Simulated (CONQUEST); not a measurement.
# A series of single points on KBr

System: KBr (4 atoms in the cell).
Method: Kohn-Sham DFT of a periodic cell, PBE, PseudoDojo NC PBE, no spin polarisation (CONQUEST 1.3).

The 7 runs differ only in the geometry, by an even scaling of the cell at fixed fractional positions. The structure derives from an entry of the Crystallography Open Database.

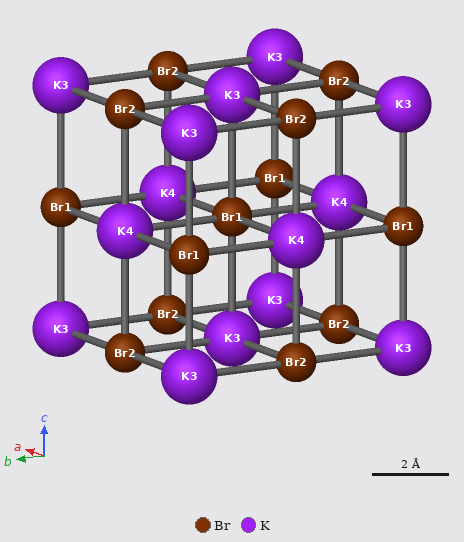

Figure 1. The structure of run 4 (ball-and-stick view of the cell 2 times as large as that of the calculation, set on its symmetry axes, seen at an oblique angle; atoms are numbered from 1 in the order of the input).

**Input of run 4**
```
IO.Title KBr
IO.Coordinates coords.dat
IO.FractionalAtomicCoords T
IO.Iprint 2
IO.Iprint_init 1
General.NumberOfSpecies 2
General.PseudopotentialType hamann
AtomMove.TypeOfRun static
AtomMove.FullStress T
Grid.PointsAlongX 48
Grid.PointsAlongY 48
Grid.PointsAlongZ 64
DM.SolutionMethod diagon
Diag.MPMesh T
Diag.GammaCentred T
Diag.MPMeshX 6
Diag.MPMeshY 6
Diag.MPMeshZ 4
Diag.kT 0.00183747
minE.SCTolerance 1e-6
SC.MaxIters 100
IO.AtomChargeOutput T
%block ChemicalSpeciesLabel
1 79.900 Br
2 39.100 K
%endblock
```

Command:
```bash
Conquest
```

Lattice vectors (Å) and fractional positions of run 4:
```
   4.666905    0.000000    0.000000
   0.000000    4.666905    0.000000
   0.000000    0.000000    6.600000
Br  0.000000  0.000000  0.500000
Br  0.500000  0.500000  0.000000
K   0.000000  0.000000  0.000000
K   0.500000  0.500000  0.500000
```

Run 2 has the same physical settings and fractional positions; its lattice vectors (Å) are:
```
   4.603831    0.000000    0.000000
   0.000000    4.603831    0.000000
   0.000000    0.000000    6.510800
```

**Results, with one run withheld**

```csv
run,volume per atom (Å³),"free energy per atom, from the lowest run given (meV)",pressure (GPa),gap on the mesh (eV)
1,33.781,20.71,1.92,4.74
2,34.500,?,?,?
3,35.218,7.62,1.03,4.61
4,35.937,3.94,0.68,4.54
5,36.656,1.37,0.42,4.48
6,37.374,0.00,0.13,4.43
7,38.093,0.43,−0.29,4.37
```

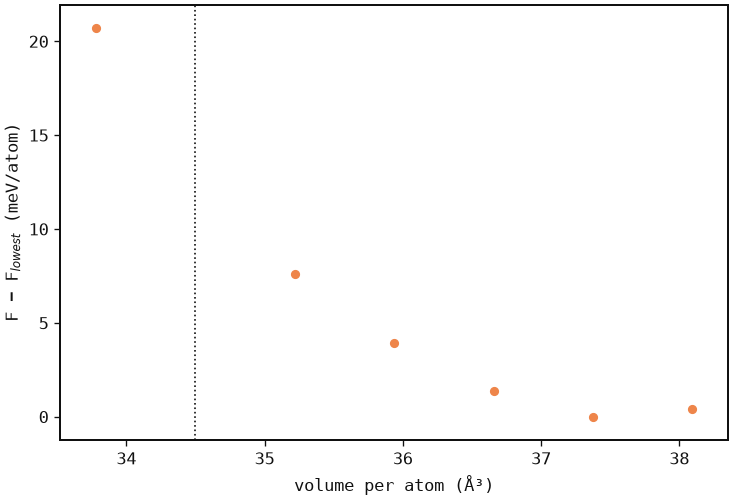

Figure 2. Free energy per atom of the runs given; the dotted line marks run 2.

What should run 2 give?

A cubic polynomial in V^(−2/3) (the Birch–Murnaghan form), fitted to the 6 runs given, misses them by at most 0.19 meV per atom. With x = V^(−2/3) − 0.09150 Å⁻², it reads F = 2.9706 + 2318.6 x + 4.6405e+05 x² − 2.244e+06 x³ (meV per atom). At run 2 it gives 13.34 meV per atom, and the run itself gives 13.26. The slope of the fit gives a pressure −dF/dV of 1.44 GPa there, and the run prints 1.47 GPa. The fit has its minimum at 37.634 Å³ per atom, where V d²F/dV² gives 14.4 GPa: the bulk modulus at this level, since symmetry fixes the shape and the positions. The gap on the mesh goes, without turning, from 4.74 eV in run 1 to 4.37 eV in run 7; run 2 has 4.67 eV. These are gaps of this functional on this mesh, which can miss the band edges; they aren't the measured gap.

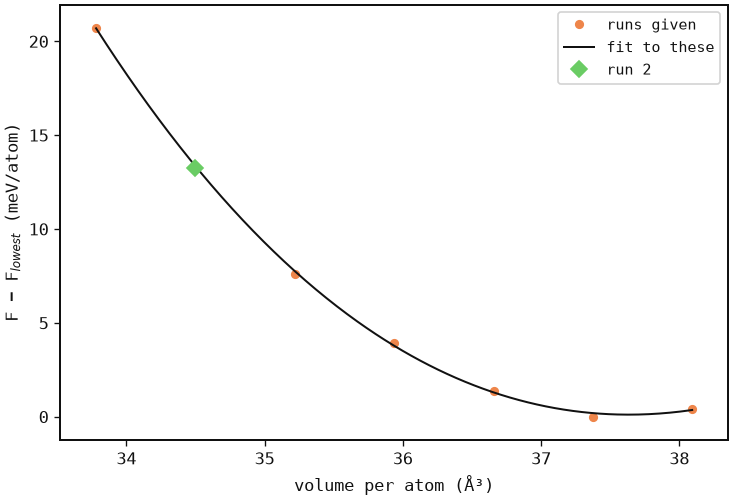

Figure 3. The fit and the withheld run.

**Some lines of the output (run 2)**
```
[...]
      Using Fermi-Dirac smearing
          DFT Total Energy                 :       -91.807257905934051 Ha
          DFT Total Energy                 :       -91.815500540821319 Ha
          DFT Total Energy                 :       -91.815573082015021 Ha
          DFT Total Energy                 :       -91.815594247468795 Ha
          DFT Total Energy                 :       -91.815594847947992 Ha
          DFT Total Energy                 :       -91.815594849275683 Ha
          DFT Total Energy                 :       -91.815594856014485 Ha
      |* DFT total energy        =       -91.815594856014485 Ha
    force: Average pressure:      1.47028630 GPa
```

Notes: With a small basis of atomic orbitals these values can differ much from converged plane-wave results.
